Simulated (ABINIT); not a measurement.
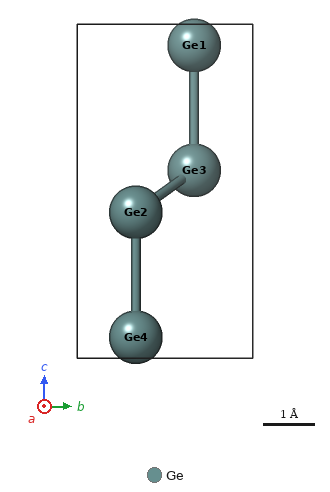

Figure 1. The input geometry (ball-and-stick view of the cell of the calculation, along the a axis; atoms are numbered from 1 in the order of the input). An atom can appear more than once, as a periodic image. Near neighbours in the periodic cell (some may lie outside the picture): Ge has 4 Ge at 2.45 to 2.47 Å.

Run report: Ge, single-point calculation

System: Ge (4 atoms in the cell).
Method: Kohn-Sham DFT of a periodic cell, SCAN, Ansatz PAW PBE default generated set, frozen core, no spin polarisation (ABINIT 10.8.3).

The structure derives from a Materials Project entry.

**The program's output**
```
.Version 10.8.3 of ABINIT
 Symmetries : space group P6_3/m m c (#194); Bravais hP (primitive hexag.)
================================================================================
 Values of the parameters that define the memory need of the present run
     intxc =       0    ionmov =       0      iscf =      17    lmnmax =      30
     lnmax =       8     mgfft =      48  mpssoang =       4    mqgrid =    3369
     natom =       4  nloc_mem =       2    nspden =       1   nspinor =       1
    nsppol =       1      nsym =      24    n1xccc =       1    ntypat =       1
    occopt =       3   xclevel =       2
       mpw =        2266          nfft =       43200          nkpt =          30
 PAW method is used; the additional fine FFT grid is defined by:
   mgfftf=        72    nfftf =    145800
================================================================================
================================================================================

--------------------------------------------------------------------------------
------------- Echo of variables that govern the present computation ------------
--------------------------------------------------------------------------------
 -outvars: echo values of preprocessed input variables --------
            acell      1.8897261259E+00  1.8897261259E+00  1.8897261259E+00 Bohr
              amu      7.26100000E+01
             ecut      1.80000000E+01 Hartree
           enunit           2
              ixc     -263267
         kptrlatt        8    0    0      0    8    0      0    0    4
          kptrlen      4.98840677E+01
            natom           4
            nband          34
            ngfft          30      30      48
          ngfftdg          45      45      72
             nkpt          30
            nstep         100
             nsym          24
           ntypat           1
           occopt           3
        pawecutdg      3.60000000E+01 Hartree
          pawovlp      3.0000000000E+01
         pawxcdev           0
        prtebands           0
           prteig           0
          prtkden           1
           prtpot           1
         prtvclmb           1
           prtvha           1
            prtwf           0
            rprim      3.9975858431E+00  0.0000000000E+00  0.0000000000E+00
                      -1.9987929216E+00  3.4620108940E+00  0.0000000000E+00
                       0.0000000000E+00  0.0000000000E+00  6.5993779500E+00
          spgroup         194
           tolvrs      1.00000000E-07
           tsmear      1.83746611E-03 Hartree
            typat      1  1  1  1
          usekden           1
           useylm           1
           xangst     -3.3333577440E-11  2.3080072627E+00  6.1842688277E+00
                       1.9987929215E+00  1.1540036313E+00  2.8845798527E+00
                      -3.3333577440E-11  2.3080072627E+00  3.7147980973E+00
                       1.9987929215E+00  1.1540036313E+00  4.1510912228E-01
            xcart     -6.2991332158E-11  4.3615016230E+00  1.1686574373E+01
                       3.7771712041E+00  2.1807508115E+00  5.4510659100E+00
                      -6.2991332158E-11  4.3615016230E+00  7.0199510169E+00
                       3.7771712041E+00  2.1807508115E+00  7.8444255347E-01
             xred      3.3333333333E-01  6.6666666667E-01  9.3709875000E-01
                       6.6666666667E-01  3.3333333333E-01  4.3709875000E-01
                       3.3333333333E-01  6.6666666667E-01  5.6290125000E-01
                       6.6666666667E-01  3.3333333333E-01  6.2901250000E-02
            znucl       32.00000

================================================================================

 chkinp: Checking input parameters for consistency.

================================================================================
== DATASET  1 ==================================================================

--- !DatasetInfo
iteration_state: {dtset: 1, }
dimensions: {natom: 4, nkpt: 30, mband: 34, nsppol: 1, nspinor: 1, nspden: 1, mpw: 2266, }
cutoff_energies: {ecut:  18.0, pawecutdg:  36.0, }
electrons: {nelect:   5.60000000E+01, charge:   0.00000000E+00, occopt:   3.00000000E+00, tsmear:   1.83746611E-03, }
meta: {optdriver: 0, ionmov: 0, optcell: 0, iscf: 17, paral_kgb: 0, }
...

 Real(R)+Recip(G) space primitive vectors, cartesian coordinates (Bohr,Bohr^-1):
 R(1)=  7.5543424  0.0000000  0.0000000  G(1)=  0.1323742  0.0764263  0.0000000
 R(2)= -3.7771712  6.5422524  0.0000000  G(2)=  0.0000000  0.1528526  0.0000000
 R(3)=  0.0000000  0.0000000 12.4710169  G(3)=  0.0000000  0.0000000  0.0801859
 Unit cell volume ucvol=  6.1634777E+02 bohr^3
 Angles (23,13,12)=  9.00000000E+01  9.00000000E+01  1.20000000E+02 degrees

 Coarse grid specifications (used for wave-functions):

 getcut: wavevector=  0.0000  0.0000  0.0000  ngfft=  30  30  48
         ecut(hartree)=     18.000   => boxcut(ratio)=   2.01529

 Fine grid specifications (used for densities):

 getcut: wavevector=  0.0000  0.0000  0.0000  ngfft=  45  45  72
         ecut(hartree)=     36.000   => boxcut(ratio)=   2.13754

--- Pseudopotential description ------------------------------------------------
- pspini: atom type   1  psp file is ./Ge.GGA_PBE-ansatz.xml
 Pseudopotential format is: paw10
 basis_size (lnmax)=  8 (lmn_size= 30), orbitals=   0   0   1   1   2   2   2   3
 Spheres core radius: rc_sph= 2.63805767
 Shapefunction is NUMERIC type: directly read from atomic data file
 Radius for shape functions =  2.63805767
 Compensation charge density is not taken into account in XC energy/potential

   5.65121691E+03                                ecore*ucvol(ha*bohr**3)
--------------------------------------------------------------------------------

================================================================================

--- !BeginCycle
iteration_state: {dtset: 1, }
solver: {iscf: 17, nstep: 100, nline: 4, wfoptalg: 10, }
tolerances: {tolvrs: 1.00E-07, }
...

     iter   Etot(hartree)      deltaE(h)  residm     nres2
 ETOT  1  -354.06318476792    -3.541E+02 1.131E+00 3.469E+00
 ETOT  2  -354.95511653683    -8.919E-01 1.001E-01 9.385E-01
 ETOT  3  -354.95142685371     3.690E-03 1.662E-02 3.344E-01
 ETOT  4  -354.95068675455     7.401E-04 1.256E-02 2.456E-02
 ETOT  5  -354.95065647624     3.028E-05 5.986E-03 4.572E-03
 ETOT  6  -354.95064910572     7.371E-06 2.189E-03 2.452E-04
 ETOT  7  -354.95064972111    -6.154E-07 5.867E-04 2.398E-05
 ETOT  8  -354.95064962201     9.910E-08 1.058E-03 4.344E-06
 ETOT  9  -354.95064960407     1.794E-08 2.770E-04 2.589E-07
 ETOT 10  -354.95064960123     2.836E-09 4.326E-04 6.129E-09

 At SCF step   10       nres2   =  6.13E-09 < tolvrs=  1.00E-07 =>converged.

Result for kinetic energy density :

--------------------------------------------------------------------------------
 Total kinetic energy density [Ha/Bohr^3]
)     Maximum=    2.2568E-01  at reduced coord.    0.3778    0.7556    0.9722
)     Minimum=    8.9179E-04  at reduced coord.    0.0000    0.0000    0.2500
   Integrated=    1.6363E+01
--------------------------------------------------------------------------------

 Cartesian components of stress tensor (hartree/bohr^3)
  sigma(1 1)=  9.51060892E-06  sigma(3 2)=  0.00000000E+00
  sigma(2 2)=  9.51060835E-06  sigma(3 1)=  0.00000000E+00
  sigma(3 3)=  1.61899312E-05  sigma(2 1)=  2.14985559E-13

--- !ResultsGS
iteration_state: {dtset: 1, }
comment   : Summary of ground state results
lattice_vectors:
- [  7.5543424,   0.0000000,   0.0000000, ]
- [ -3.7771712,   6.5422524,   0.0000000, ]
- [  0.0000000,   0.0000000,  12.4710169, ]
lattice_lengths: [   7.55434,    7.55434,   12.47102, ]
lattice_angles: [ 90.000,  90.000, 120.000, ] # degrees, (23, 13, 12)
lattice_volume:   6.1634777E+02
convergence: {deltae:  2.836E-09, res2:  6.129E-09, residm:  4.326E-04, diffor: null, }
etotal    :  -3.54950650E+02
entropy   :   0.00000000E+00
fermie    :   1.43918605E-01
cartesian_stress_tensor: # hartree/bohr^3
- [  9.51060892E-06,   2.14985559E-13,   0.00000000E+00, ]
- [  2.14985559E-13,   9.51060835E-06,   0.00000000E+00, ]
- [  0.00000000E+00,   0.00000000E+00,   1.61899312E-05, ]
pressure_GPa:  -3.4532E-01
xred      :
- [  3.3333E-01,   6.6667E-01,   9.3710E-01, Ge]
- [  6.6667E-01,   3.3333E-01,   4.3710E-01, Ge]
- [  3.3333E-01,   6.6667E-01,   5.6290E-01, Ge]
- [  6.6667E-01,   3.3333E-01,   6.2901E-02, Ge]
cartesian_forces: # hartree/bohr
- [  2.85149396E-28,  -1.64631081E-28,  -2.70905468E-04, ]
- [ -0.00000000E+00,  -0.00000000E+00,  -2.70905468E-04, ]
- [  5.70298793E-28,   3.29262162E-28,   2.70905468E-04, ]
- [ -8.55448189E-28,  -1.64631081E-28,   2.70905468E-04, ]
force_length_stats: {min:   2.70905468E-04, max:   2.70905468E-04, mean:   2.70905468E-04, }
...

 Integrated electronic density in atomic spheres:
 ------------------------------------------------
 Atom  Sphere_radius  Integrated_density
    1        2.63806         13.30971440
    2        2.63806         13.30971440
    3        2.63806         13.30971440
    4        2.63806         13.30971440

================================================================================

 ----iterations are completed or convergence reached----

 Mean square residual over all n,k,spin=   61.976E-08; max=  43.262E-05
 reduced coordinates (array xred) for    4 atoms
       0.333333333333      0.666666666667      0.937098750000
       0.666666666667      0.333333333333      0.437098750000
       0.333333333333      0.666666666667      0.562901250000
       0.666666666667      0.333333333333      0.062901250000
 rms dE/dt=  1.9506E-03; max dE/dt=  3.3785E-03; dE/dt below (all hartree)
    1      -0.000000000000      0.000000000000      0.003378466677
    2       0.000000000000      0.000000000000      0.003378466677
    3      -0.000000000000      0.000000000000     -0.003378466677
    4       0.000000000000     -0.000000000000     -0.003378466677

 cartesian coordinates (angstrom) at end:
    1     -0.00000000003333     2.30800726266667     6.18426882772256
    2      1.99879292153333     1.15400363133333     2.88457985272256
    3     -0.00000000003333     2.30800726266667     3.71479809727744
    4      1.99879292153333     1.15400363133333     0.41510912227744

 cartesian forces (hartree/bohr) at end:
    1      0.00000000000000    -0.00000000000000    -0.00027090546804
    2     -0.00000000000000    -0.00000000000000    -0.00027090546804
    3      0.00000000000000     0.00000000000000     0.00027090546804
    4     -0.00000000000000    -0.00000000000000     0.00027090546804
 frms,max,avg= 1.5640734E-04 2.7090547E-04   0.000E+00  0.000E+00  0.000E+00 h/b

 cartesian forces (eV/Angstrom) at end:
    1      0.00000000000000    -0.00000000000000    -0.01393051926663
    2     -0.00000000000000    -0.00000000000000    -0.01393051926663
    3      0.00000000000000     0.00000000000000     0.01393051926663
    4     -0.00000000000000    -0.00000000000000     0.01393051926663
 frms,max,avg= 8.0427890E-03 1.3930519E-02   0.000E+00  0.000E+00  0.000E+00 e/A
 length scales=  1.889726125908  1.889726125908  1.889726125908 bohr
              =  1.000000000000  1.000000000000  1.000000000000 angstroms
 Fermi (or HOMO) energy (hartree) =   0.14392   Average Vxc (hartree)=  -0.35808
 Eigenvalues (hartree) for nkpt=  30  k points:
 kpt#   1, nband= 34, wtk=  0.00391, kpt=  0.0000  0.0000  0.0000 (reduced coord)
  -0.79700   -0.79700   -0.79555   -0.79555   -0.79555   -0.79501   -0.79444   -0.79444
  -0.79246   -0.79246   -0.78774   -0.78774   -0.78725   -0.78660   -0.78643   -0.78643
  -0.78579   -0.78579   -0.78461   -0.78461   -0.34643   -0.26877   -0.14834    0.08441
   0.08441    0.13469    0.14180    0.14417    0.14508    0.14508    0.22845    0.22845
   0.24654    0.31643
      occupation numbers for kpt#   1
   2.00000    2.00000    2.00000    2.00000    2.00000    2.00000    2.00000    2.00000
   2.00000    2.00000    2.00000    2.00000    2.00000    2.00000    2.00000    2.00000
   2.00000    2.00000    2.00000    2.00000    2.00000    2.00000    2.00000    2.00000
   2.00000    1.98691    1.51965    0.93065    0.69511    0.69511    0.00000    0.00000
   0.00000    0.00000
 prteigrs : prtvol=0 or 1, do not print more k-points.

 Fermi (or HOMO) energy (eV) =   3.91622   Average Vxc (eV)=  -9.74393
 Eigenvalues (   eV  ) for nkpt=  30  k points:
 kpt#   1, nband= 34, wtk=  0.00391, kpt=  0.0000  0.0000  0.0000 (reduced coord)
 -21.68753  -21.68753  -21.64807  -21.64807  -21.64790  -21.63331  -21.61776  -21.61776
 -21.56389  -21.56389  -21.43549  -21.43549  -21.42206  -21.40436  -21.39996  -21.39996
 -21.38249  -21.38249  -21.35023  -21.35023   -9.42685   -7.31355   -4.03652    2.29701
   2.29701    3.66512    3.85864    3.92317    3.94771    3.94771    6.21648    6.21648
   6.70860    8.61045
 prteigrs : prtvol=0 or 1, do not print more k-points.

--- !EnergyTerms
iteration_state     : {dtset: 1, }
comment             : Components of total free energy in Hartree
kinetic             :  1.63627172530884E+01
hartree             :  1.60294781672123E+02
xc                  : -1.02546131899425E+01
Ewald energy        : -1.96672286967369E+02
psp_core            :  9.16887696317695E+00
local_psp           : -3.74069590755821E+02
PAW spherical_terms :  4.02195365680880E+01
internal            : -3.54950578456657E+02
'-kT*entropy'       : -4.46149152603170E-05
total_energy        : -3.54950623071572E+02
total_energy_eV     : -9.65869850265216E+03
...

--- !EnergyTermsDC
iteration_state     : {dtset: 1, }
comment             : '"Double-counting" decomposition of free energy'
band_energy         : -3.28216357849886E+01
Ewald energy        : -1.96672286967369E+02
psp_core            :  9.16887696317695E+00
xc_dc               : -1.61058371877764E+02
PAW spherical_terms :  2.64328126806280E+01
internal            : -3.54950604986317E+02
'-kT*entropy'       : -4.46149152603170E-05
total_energy_dc     : -3.54950649601232E+02
total_energy_dc_eV  : -9.65869922456098E+03
...

--- !EnergyTermsWithPAWCore
iteration_state     : {dtset: 1, }
comment             : 'Components of total free energy, including PAW core contributions'
Total energy        : -8.30143219376849E+03
Total energy DC     : -8.30143222029815E+03
Total energy (eV)   : -2.25893477819456E+05
Total energy DC (eV): -2.25893478541364E+05
...

 Cartesian components of stress tensor (hartree/bohr^3)
  sigma(1 1)=  9.51060892E-06  sigma(3 2)=  0.00000000E+00
  sigma(2 2)=  9.51060835E-06  sigma(3 1)=  0.00000000E+00
  sigma(3 3)=  1.61899312E-05  sigma(2 1)=  2.14985559E-13

-Cartesian components of stress tensor (GPa)         [Pressure= -3.4532E-01 GPa]
- sigma(1 1)=  2.79811775E-01  sigma(3 2)=  0.00000000E+00
- sigma(2 2)=  2.79811758E-01  sigma(3 1)=  0.00000000E+00
- sigma(3 3)=  4.76324220E-01  sigma(2 1)=  6.32509352E-09

== END DATASET(S) ==============================================================
================================================================================

 -outvars: echo values of variables after computation  --------
            acell      1.8897261259E+00  1.8897261259E+00  1.8897261259E+00 Bohr
           etotal     -3.5495064960E+02
            fcart      2.8514939648E-28 -1.6463108081E-28 -2.7090546804E-04
                      -0.0000000000E+00 -0.0000000000E+00 -2.7090546804E-04
                       5.7029879296E-28  3.2926216164E-28  2.7090546804E-04
                      -8.5544818944E-28 -1.6463108083E-28  2.7090546804E-04
            rprim      3.9975858431E+00  0.0000000000E+00  0.0000000000E+00
                      -1.9987929216E+00  3.4620108940E+00  0.0000000000E+00
                       0.0000000000E+00  0.0000000000E+00  6.5993779500E+00
           strten      9.5106089223E-06  9.5106083516E-06  1.6189931153E-05
                       0.0000000000E+00  0.0000000000E+00  2.1498555895E-13
           xangst     -3.3333577440E-11  2.3080072627E+00  6.1842688277E+00
                       1.9987929215E+00  1.1540036313E+00  2.8845798527E+00
                      -3.3333577440E-11  2.3080072627E+00  3.7147980973E+00
                       1.9987929215E+00  1.1540036313E+00  4.1510912228E-01
             xred      3.3333333333E-01  6.6666666667E-01  9.3709875000E-01
                       6.6666666667E-01  3.3333333333E-01  4.3709875000E-01
                       3.3333333333E-01  6.6666666667E-01  5.6290125000E-01
                       6.6666666667E-01  3.3333333333E-01  6.2901250000E-02
 Calculation completed.
```

The run was set up as follows.

**The input**
```
# Pseudopotentials
pp_dirpath "./"
pseudos "Ge.GGA_PBE-ansatz.xml"

# Structure
acell 3*1.0 Angstrom
rprim
     3.9975858431     0.0000000000     0.0000000000
    -1.9987929216     3.4620108940     0.0000000000
     0.0000000000     0.0000000000     6.5993779500
ntypat 1
znucl 32
natom 4
typat 1 1 1 1
xred
     0.3333333333     0.6666666667     0.9370987500
     0.6666666667     0.3333333333     0.4370987500
     0.3333333333     0.6666666667     0.5629012500
     0.6666666667     0.3333333333     0.0629012500

# Plane-wave basis
ecut 18.0
pawecutdg 36.0
pawovlp 30

# k points
kptopt 1
ngkpt 8 8 4
nshiftk 1
shiftk 0.0 0.0 0.0

# Exchange and correlation
ixc -263267
usekden 1
pawxcdev 0

# Bands and occupations
nband 34
occopt 3
tsmear 0.05 eV

# SCF cycle
nstep 100
tolvrs 1.0e-7

# Output
iomode 3
prtwf 0
prteig 0
prtebands 0
enunit 2
prtden 1
prtvha 1
prtvclmb 1
prtpot 1
```

Command:
```bash
abinit run.abi > log 2>&1
```

**Key numbers**

```json
{"quantity": "outcome", "value": "converged"}
{"quantity": "space group (tolerance 0.01 Å)", "value": "P6₃/mmc (194)"}
{"quantity": "electrons treated", "value": "56"}
{"quantity": "free energy", "value": "−9658.6992 eV"}
{"quantity": "Fermi energy", "value": "3.916 eV"}
{"quantity": "gap on the k-point mesh", "value": "none (metallic)"}
{"quantity": "pressure", "value": "−0.35 GPa"}
{"quantity": "largest force (length of the vector)", "value": "0.014 eV/Å"}
{"quantity": "hardware", "value": "1 thread of Intel Xeon @ 2.50GHz (Skylake/Cascade Lake), 16 GiB of memory available, shared host"}
{"quantity": "wall time", "value": "6.6 min"}
{"quantity": "peak memory", "value": "0.48 GiB"}
```
